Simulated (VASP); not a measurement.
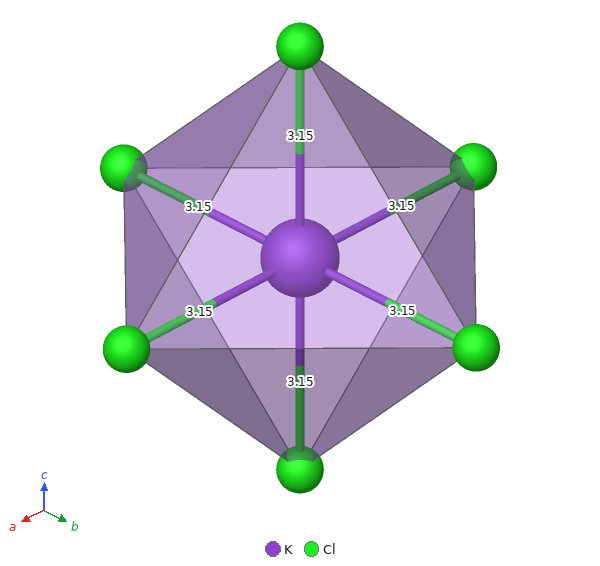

The KCl6 unit about K in KCl. Source: an entry of the Crystallography Open Database, as set up for an electronic-structure calculation.

KCl, space group Fm-3m (No. 225), a = 6.293 Å, b = 6.293 Å, c = 6.293 Å, α = 90.00°, β = 90.00°, γ = 90.00°

```
site  Wyckoff       x       y       z
   K       4a  0.0000  0.0000  0.0000
  Cl       4b  0.5000  0.0000  0.0000
```

Compute the usual distortion measures of this polyhedron.

It is closest to the octahedron.

```
                                 measure     value
                        mean bond length   3.146 Å
     bond-length distortion index (Baur)     0.000
   effective coordination number (Hoppe)      6.00
    shape measure against the octahedron      0.00
shape measure against the trigonal prism     16.74
     centre off the ligands' centroid by    0.00 Å
                       polyhedral volume  41.53 Å³
                    quadratic elongation     1.000
                     bond-angle variance  0.0 deg²
```
